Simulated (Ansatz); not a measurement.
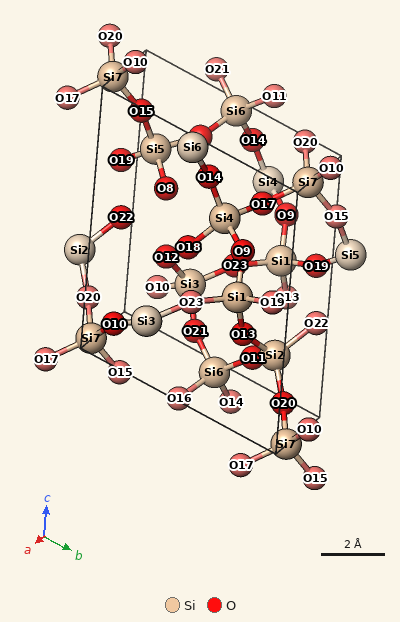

**Figure 1.** The structure as given in the input (ball-and-stick view of the cell of the calculation, seen slightly off an axis; neighbours outside the cell are drawn fainter; atoms are numbered from 1 in the order of the input). An atom can appear more than once, as a periodic image. Near neighbours in the periodic cell (some may lie outside the picture): Si has 4 O at 1.62 to 1.70 Å; O has 1 Si at 1.65 to 1.70 Å; O has 2 Si at 1.62 to 1.65 Å.

## What a change does: geometry relaxation on Si₇O₁₆

System: Si₇O₁₆ (defect cell, 23 atoms in the cell, total charge −1).
Method of run A: DFT PBE, scalar-relativistic, plane waves, PAW, spin-polarised (Ansatz 0.2.0).

The structure derives from a Materials Project entry. Text and figures count atoms from 1; the logs count them from 0 in places.

**Input, run A**
```yaml
crystal:
  lattice:
    - [-5.0832710556, -5.0832710556, 0.0]
    - [-5.0832710556, 5.0832710556, 0.0]
    - [5.0832710556, 0.0, -7.0988987737]
  atoms:
    - { symbol: Si, position: [0.0163332233, 0.7506173586, 0.5003895384] }
    - { symbol: Si, position: [0.6178246473, 0.878842445, 0.2743529049] }
    - { symbol: Si, position: [0.1389012426, 0.3392826294, 0.2605023949] }
    - { symbol: Si, position: [0.8439164992, 0.6222044087, 0.7263573236] }
    - { symbol: Si, position: [0.3782316649, 0.1621962024, 0.7401259611] }
    - { symbol: Si, position: [0.2224682248, 0.5109528417, 1.0055669066] }
    - { symbol: Si, position: [0.7171855254, 0.990484852, 0.9950169188] }
    - { symbol: O, position: [0.4816192628, 0.2502189863, 0.6398228371], spin: 0.25 }
    - { symbol: O, position: [-0.0253850152, 0.7501192017, 0.6705418824] }
    - { symbol: O, position: [0.9458286306, 0.140583443, 0.143257599] }
    - { symbol: O, position: [0.3913532509, 0.7253688762, 0.1722285961] }
    - { symbol: O, position: [0.3437915558, 0.2511911992, 0.3602222356], spin: 0.25 }
    - { symbol: O, position: [0.8033849675, 0.7501553313, 0.3306115752] }
    - { symbol: O, position: [0.0060759765, 0.5601307779, 0.8833459739] }
    - { symbol: O, position: [0.5647267785, 0.1134551648, 0.8931933597] }
    - { symbol: O, position: [0.3031839579, 0.3618786717, 0.8571151013] }
    - { symbol: O, position: [0.7199098356, 0.7766058085, 0.8282114126] }
    - { symbol: O, position: [0.6943867413, 0.4240558687, 0.5146165046], spin: 0.25 }
    - { symbol: O, position: [0.190004563, 0.9595326841, 0.5898692343] }
    - { symbol: O, position: [0.6242541642, 0.9403156132, 0.1175186193] }
    - { symbol: O, position: [0.1734591098, 0.3872024401, 0.1074975505] }
    - { symbol: O, position: [0.6806210184, 0.0813795005, 0.4887050174], spin: 0.25 }
    - { symbol: O, position: [0.1014762523, 0.5426977491, 0.4104699438] }
  host:
    lattice:
      - [5.0832710556, 0.0, 0.0]
      - [0.0, 5.0832710556, 0.0]
      - [0.0, 0.0, 7.0988987737]
    atoms:
      - { symbol: Si, position: [0.7060628818, 0.7060628818, 0.5] }
      - { symbol: Si, position: [0.7939371182, 0.2060628818, 0.75] }
      - { symbol: Si, position: [0.2060628818, 0.7939371182, 0.25] }
      - { symbol: Si, position: [0.2939371182, 0.2939371182, 0.0] }
      - { symbol: O, position: [0.9063931383, 0.7588500267, 0.3257041566] }
      - { symbol: O, position: [0.0936068617, 0.2411499733, 0.8257041566] }
      - { symbol: O, position: [0.7588500267, 0.9063931383, 0.6742958434] }
      - { symbol: O, position: [0.2588500267, 0.5936068617, 0.0757041566] }
      - { symbol: O, position: [0.2411499733, 0.0936068617, 0.1742958434] }
      - { symbol: O, position: [0.4063931383, 0.7411499733, 0.4242958434] }
      - { symbol: O, position: [0.5936068617, 0.2588500267, 0.9242958434] }
      - { symbol: O, position: [0.7411499733, 0.4063931383, 0.5757041566] }
total_charge: -1
basis:
  ecutwfc: 420
  xc_grid: 2
kpoints:
  mp_grid: { grid: [2, 2, 2], shift: [0.0, 0.0, 0.0] }
hamiltonian:
  xc: pbe
scf:
  occupations: { method: gaussian, width: 0.01 }
output:
  forces: true
  stress: false
  eigenvalues: true
  populations: true
  charged_corrections:
    defect_position: [0.54393712, 0.25, 0.5]
    epsilon: [[4.1123, 0.0, 0.0], [0.0, 4.1123, 0.0], [0.0, 0.0, 3.9219]]
magnetization:
  spin_polarized: true
relax:
  adjacent_minimum: "off"
  f_tol: 0.025
  max_steps: 45
```

Command:
```bash
ansatz run input.yaml --threads 4 --pin off --max-ram 10240MiB --backend cpu --events-out ev --progress --plain --runs-dir out
```

Hardware: 4 threads of Intel Xeon @ 2.50GHz (Skylake/Cascade Lake), 189 GiB of memory available, shared host.

**Output, shortened to warnings, some set-up lines, iterations and results (run A)**
```
Basis set: ecut = 420 eV, 7143 PW (Γ), exchange–correlation on 100×100×120 points (8 copies of the dense FFT grid, shifted against one another)
Symmetry: 1 space group operations
k-points: 8
Initial density: superposition of atomic densities (chi_scale 0.1, normalization cell, long waves kept (reshape's long-wave potential 0.25 eV rms))
[...]
SCF iter   1: F=—  HF=-13547.592354 eV  |F-HF|=—  |Δ(HF+E_count)|=         —  Δρ=5.38e-2 (↑5.31e-2 ↓5.38e-2)  dr2=3.29e1  dr2_m=1.40e0  M=3.000 μB ∫|m|=3.007 μB  β_m=1.00  …
SCF iter   2: F=—  HF=-13540.696036 eV  |F-HF|=—  |Δ(HF+E_count)|=    6.90e0  Δρ=4.12e-2 (↑2.36e-2 ↓4.12e-2)  dr2=1.25e1  dr2_m=1.09e0  M=3.000 μB ∫|m|=3.112 μB  β_m=0.30  …
SCF iter   3: F=—  HF=-13540.718773 eV  |F-HF|=—  |Δ(HF+E_count)|=   2.27e-2  Δρ=4.17e-2 (↑1.78e-2 ↓4.17e-2)  dr2=1.37e1  dr2_m=8.22e-1  M=3.000 μB ∫|m|=3.130 μB  β_m=0.30  …
SCF iter   4: F=—  HF=-13539.535418 eV  |F-HF|=—  |Δ(HF+E_count)|=    1.18e0  Δρ=2.16e-2 (↑1.27e-2 ↓2.16e-2)  dr2=4.01e0  dr2_m=1.43e-1  M=3.000 μB ∫|m|=3.100 μB  β_m=0.30  …
SCF iter   5: F=—  HF=-13540.157475 eV  |F-HF|=—  |Δ(HF+E_count)|=   6.22e-1  Δρ=4.21e-2 (↑5.04e-3 ↓4.21e-2)  dr2=9.84e0  dr2_m=1.45e0  M=3.000 μB ∫|m|=3.174 μB  β_m=0.30  …
[... 120 lines ...]
SCF iter   2: F=—  HF=-13540.119966 eV  |F-HF|=—  |Δ(HF+E_count)|=   6.76e-8  Δρ=6.20e-6 (↑4.21e-6 ↓6.20e-6)  dr2=1.24e-7  dr2_m=5.79e-8  M=3.000 μB ∫|m|=3.161 μB  β_m=0.47  …
SCF iter   3: F=—  HF=-13540.119966 eV  |F-HF|=—  |Δ(HF+E_count)|=   7.42e-8  Δρ=6.69e-6 (↑2.49e-6 ↓6.69e-6)  dr2=2.22e-7  dr2_m=4.86e-8  M=3.000 μB ∫|m|=3.161 μB  β_m=0.56  …
SCF iter   4: F=-13540.119966 eV  HF=-13540.119966 eV  |F-HF|=2.93e-8  |Δ(HF+E_count)|=   4.08e-8  Δρ=2.66e-6 (↑9.12e-7 ↓2.66e-6)  dr2=4.03e-8  dr2_m=4.77e-9  M=3.000 μB …
SCF 9 converged in 4 iterations: F = -13540.119966 eV  dr2 = 4.03e-8
relax step   9: F+E_penalty+E_count = -13540.11996578 eV  Δ(F+E_penalty+E_count) = -6.610e-8 eV  max|allowed force component| = 2.204e-2 eV/Å  Δτ_max = 0.0000 Å  (4 SCF …
SCF converged after 4 iterations
Magnetization: 3.0000 μB (64.0000 up, 61.0000 down)
Absolute magnetization: 3.1629 μB (∫|ρ↑−ρ↓|, with the PAW one-centre terms)
Spin contamination: 0.0108 ħ² per cell (⟨S²⟩ above its minimum at these occupations)
Per-site moments (μB) at R_I (Å): [(-0.00029068815287942027, 0.6707266065819858), (-0.0004470011765359357, 0.6701300241344073), (0.0010712146501977735, 0.6725110469084703), (-0.00042228569957731757, 0.6700610481449062), (0.001070894064567996, 0.6725343638332892), (0.0002295170725103929, …
Free energy (F): -13540.119966 eV
Harris-Foulkes:  -13540.119966 eV  (|F-HF|=2.93e-8)
Internal energy: -13540.119966 eV  (E = F + TS)
E sigma→0 (E₀):  -13540.119966 eV
Fermi energy:    1.406056 eV
--- Per-component energies (eV) ---
  E_band       = -787.485785
  E_kinetic    = 3148.381574
  E_local      = -9163.468139  (includes V_loc(G=0)·N_el)
  E_nonlocal   = 938.539761
  E_hartree    = 3368.149536
  E_xc         = -1575.524902
  E_vxc        = -1844.776498  (∫ρ·V_xc dr)
  E_paw        = -6130.403514  (= ΣΔE_a)
  E_vpaw       = -602.502117  (= ΣTr[D̂ρ^β])
  E_aug_tail   = 0.040492  (compensation charges beyond the density's cutoff)
  E_ewald      = -4125.834773
  E_smearing   = -0.000000  (= −TS)
  E_closure    = 0.000000  (closes the sum)
  E_deformation_potential = -9.121317  (in the stress; not in F)
  Σ components = -13540.119966   (vs F -13540.119966, Δ=0.00e0)
--- Forces (eV/Å), atoms counted from 1 ---
  atom   1  Si    -0.00971267     0.00245242     0.00100975
  atom   2  Si    -0.00109173    -0.00276157     0.00555305
  atom   3  Si     0.00437942    -0.01201950     0.00998415
  atom   4  Si    -0.00569765     0.00460704     0.00035846
  atom   5  Si    -0.00996543     0.00677299    -0.00502613
  atom   6  Si     0.00584885    -0.01479136     0.01017665
  atom   7  Si    -0.01095517     0.00516783     0.00208427
  atom   8  O     -0.00452747    -0.00587440    -0.00435891
[...]
```

For run B the input was changed thus:
```diff
-total_charge: -1
+total_charge: 1
+  write_density: true
+  write_potential: true
+  elf: true
+  volumetric_format: npy
```

Predict how the results change.

The total energies belong to different systems, so their difference says nothing on which is more stable or more accurate. The gap on the mesh goes from 0.82 to 0.70 eV. The net moment of the cell goes from 3.00 to 5.00 μB. A charged cell is computed with a uniform neutralising background, so its energy and pressure depend on the cell and aren't those of a real crystal. The SCF takes 159 iterations over all geometry steps against 112. On the same kind of shared host run B took about 1.7 times as long.

**Output, shortened to warnings, some set-up lines, iterations and results (run B)**
```
Basis set: ecut = 420 eV, 7143 PW (Γ), exchange–correlation on 100×100×120 points (8 copies of the dense FFT grid, shifted against one another)
Symmetry: 1 space group operations
k-points: 8
Initial density: superposition of atomic densities (chi_scale 0.1, normalization cell, long waves kept (reshape's long-wave potential 0.25 eV rms))
[...]
SCF iter   1: F=—  HF=-13556.910267 eV  |F-HF|=—  |Δ(HF+E_count)|=         —  Δρ=6.84e-2 (↑6.58e-2 ↓6.84e-2)  dr2=5.73e1  dr2_m=1.33e0  M=3.000 μB ∫|m|=3.005 μB  β_m=1.00  …
SCF iter   2: F=—  HF=-13543.404637 eV  |F-HF|=—  |Δ(HF+E_count)|=    1.35e1  Δρ=3.34e-2 (↑3.34e-2 ↓3.11e-2)  dr2=1.43e1  dr2_m=3.96e-1  M=3.000 μB ∫|m|=3.133 μB  β_m=0.30  …
SCF iter   3: F=—  HF=-13544.267471 eV  |F-HF|=—  |Δ(HF+E_count)|=   8.63e-1  Δρ=5.48e-2 (↑5.33e-2 ↓5.48e-2)  dr2=5.28e1  dr2_m=1.02e0  M=1.012 μB ∫|m|=1.642 μB  β_m=0.30  …
SCF iter   4: F=—  HF=-13541.652308 eV  |F-HF|=—  |Δ(HF+E_count)|=    2.62e0  Δρ=2.45e-2 (↑2.45e-2 ↓2.44e-2)  dr2=7.51e0  dr2_m=4.21e-1  M=3.557 μB ∫|m|=3.626 μB  β_m=1.00  …
SCF iter   5: F=—  HF=-13541.349381 eV  |F-HF|=—  |Δ(HF+E_count)|=   3.03e-1  Δρ=1.76e-2 (↑1.36e-2 ↓1.76e-2)  dr2=2.71e0  dr2_m=2.50e-1  M=3.929 μB ∫|m|=4.010 μB  β_m=0.30  …
[... 177 lines ...]
SCF iter   2: F=—  HF=-13541.858762 eV  |F-HF|=—  |Δ(HF+E_count)|=   1.16e-7  Δρ=6.94e-6 (↑4.66e-6 ↓6.94e-6)  dr2=2.03e-7  dr2_m=4.28e-8  M=5.000 μB ∫|m|=5.154 μB  β_m=0.65  …
SCF iter   3: F=—  HF=-13541.858762 eV  |F-HF|=—  |Δ(HF+E_count)|=   2.37e-7  Δρ=6.16e-6 (↑1.93e-6 ↓6.16e-6)  dr2=2.32e-7  dr2_m=2.33e-8  M=5.000 μB ∫|m|=5.154 μB  β_m=0.52  …
SCF iter   4: F=-13541.858762 eV  HF=-13541.858762 eV  |F-HF|=3.12e-8  |Δ(HF+E_count)|=   1.24e-8  Δρ=2.65e-6 (↑9.51e-7 ↓2.65e-6)  dr2=4.19e-8  dr2_m=4.37e-9  M=5.000 μB …
SCF 14 converged in 4 iterations: F = -13541.858762 eV  dr2 = 4.19e-8
relax step  14: F+E_penalty+E_count = -13541.85876171 eV  Δ(F+E_penalty+E_count) = -5.027e-8 eV  max|allowed force component| = 1.283e-2 eV/Å  Δτ_max = 0.0000 Å  (4 SCF …
SCF converged after 4 iterations
Magnetization: 5.0000 μB (64.0000 up, 59.0000 down)
Absolute magnetization: 5.1548 μB (∫|ρ↑−ρ↓|, with the PAW one-centre terms)
Spin contamination: 0.0178 ħ² per cell (⟨S²⟩ above its minimum at these occupations)
Per-site moments (μB) at R_I (Å): [(-0.00017226384810783085, 0.6686781808701182), (-0.0009713200455917837, 0.6638856278400173), (0.003559395727812331, 0.6664287009823998), (-0.0028411075177352243, 0.6649222759111061), (-0.0017850493652925637, 0.6648608689315946), (0.0009399523593671211, …
Free energy (F): -13541.858762 eV
Harris-Foulkes:  -13541.858762 eV  (|F-HF|=3.12e-8)
Internal energy: -13541.858762 eV  (E = F + TS)
E sigma→0 (E₀):  -13541.858762 eV
Fermi energy:    0.428807 eV
--- Per-component energies (eV) ---
  E_band       = -821.126125
  E_kinetic    = 3117.002707
  E_local      = -9209.401684  (includes V_loc(G=0)·N_el)
  E_nonlocal   = 935.648773
  E_hartree    = 3376.829358
  E_xc         = -1555.355897
  E_vxc        = -1818.545757  (∫ρ·V_xc dr)
  E_paw        = -6127.590138  (= ΣΔE_a)
  E_vpaw       = -599.528958  (= ΣTr[D̂ρ^β])
  E_aug_tail   = 0.040233  (compensation charges beyond the density's cutoff)
  E_ewald      = -4079.032115
  E_smearing   = -0.000000  (= −TS)
  E_closure    = 0.000000  (closes the sum)
  E_deformation_potential = 9.121317  (in the stress; not in F)
  Σ components = -13541.858762   (vs F -13541.858762, Δ=0.00e0)
--- Forces (eV/Å), atoms counted from 1 ---
  atom   1  Si     0.00521351     0.00813857     0.00362127
  atom   2  Si    -0.01039671    -0.01166003     0.01006366
  atom   3  Si    -0.00090729    -0.00286830    -0.00853572
  atom   4  Si     0.00370674    -0.00093262    -0.00441905
  atom   5  Si     0.01203988    -0.00671143    -0.00999166
  atom   6  Si     0.00360383    -0.00487048     0.01283340
  atom   7  Si     0.00186227     0.00999993     0.00216215
  atom   8  O     -0.01028987     0.00366624     0.00137962
[...]
```

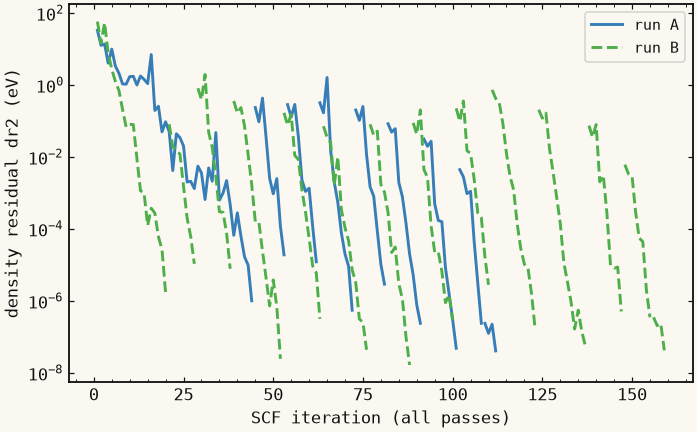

**Figure 2.** Convergence of the two runs: density residual dr2 against the SCF iteration. A break in a curve parts two SCF passes. Run A takes 112 iterations in all, and run B takes 159.

**The two runs side by side**

| quantity | run A | run B |
| --- | --- | --- |
| outcome | converged | converged |
| free energy per atom (eV) | −588.7009 | −588.7765 |
| gap on the mesh (eV) | 0.82 | 0.70 |
| net moment of the cell (μB) | 3.00 | 5.00 |
| absolute moment of the cell (μB) | 3.16 | 5.15 |
| largest force (eV/Å) | 0.028 | 0.019 |
| SCF iterations | 112 | 159 |
| irreducible k-points | 8 | 8 |
| wall time (shared host) | 2.6 min | 4.3 min |

For both runs: The cell is charged and computed with a neutralising background, so its energy and pressure depend on the cell and aren't those of a real crystal.
